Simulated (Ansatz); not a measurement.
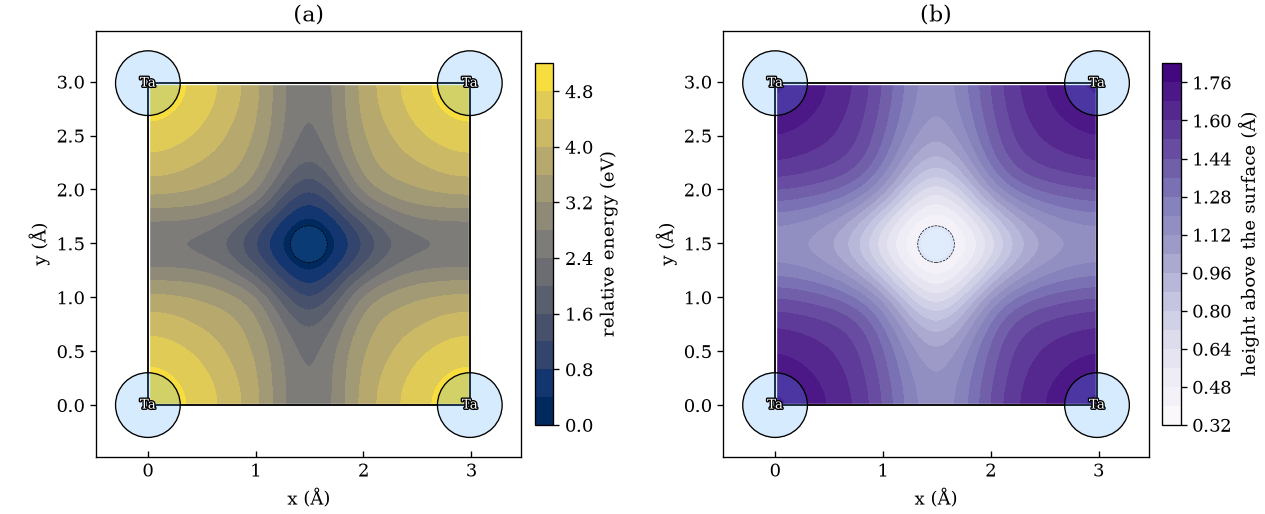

N on a Ta(100) slab cut from the Fm-3m phase, its upper half relaxed before the scan (3 atoms of substrate and one adsorbate in a 1 × 1 cell). N is moved over the surface cell; relaxed at each place: the height of the adsorbate's atoms; substrate rigid; the origin of the map has the adsorbate above Ta3. Places are given modulo a cell vector. The map is drawn in real space over the plane of the surface. The grid has 6 × 6 points; 10 points were computed and 26 follow by symmetry. All energies are given in eV relative to the lowest grid point. With one adsorbate in each 1 × 1 cell, its nearest image is 3.0 Å away, so neighbouring adsorbates interact. Method: Ansatz, DFT PBE, scalar-relativistic, plane waves, PAW. Settings: cutoff 420 eV, k-mesh 9×9×1, gaussian smearing 0.1 eV, no spin polarisation.

Panel (a) is the energy and panel (b) the computed height above the surface on the same grid.

The picture shows filled contours, labelled circles for the atoms of the top layer and small ones for the second layer, the outline of one cell of the plane. Between grid points the surface is interpolated.

> How does the height above the surface vary over the map, and what is it at the lowest grid point?

It runs from 0.37 Å at a fourfold hollow over a second-layer Ta atom, (3/6, 3/6) of the cell vectors to 1.77 Å at the top site over a surface Ta atom, (0/6, 0/6) of the cell vectors. At the lowest grid point, a fourfold hollow over a second-layer Ta atom, (3/6, 3/6) of the cell vectors, it is 0.37 Å.

| second ↓, first → | 0/6 | 1/6 | 2/6 | 3/6 | 4/6 | 5/6 |
| --- | --- | --- | --- | --- | --- | --- |
| 5/6 | 1.67 | 1.60 | 1.36 | 1.06 | 1.36 | 1.60 |
| 4/6 | 1.43 | 1.36 | 1.07 | 0.68 | 1.07 | 1.36 |
| 3/6 | 1.16 | 1.06 | 0.68 | 0.37 | 0.68 | 1.06 |
| 2/6 | 1.43 | 1.36 | 1.07 | 0.68 | 1.07 | 1.36 |
| 1/6 | 1.67 | 1.60 | 1.36 | 1.06 | 1.36 | 1.60 |
| 0/6 | 1.77 | 1.67 | 1.43 | 1.16 | 1.43 | 1.67 |

PAW datasets: the set soft_1.
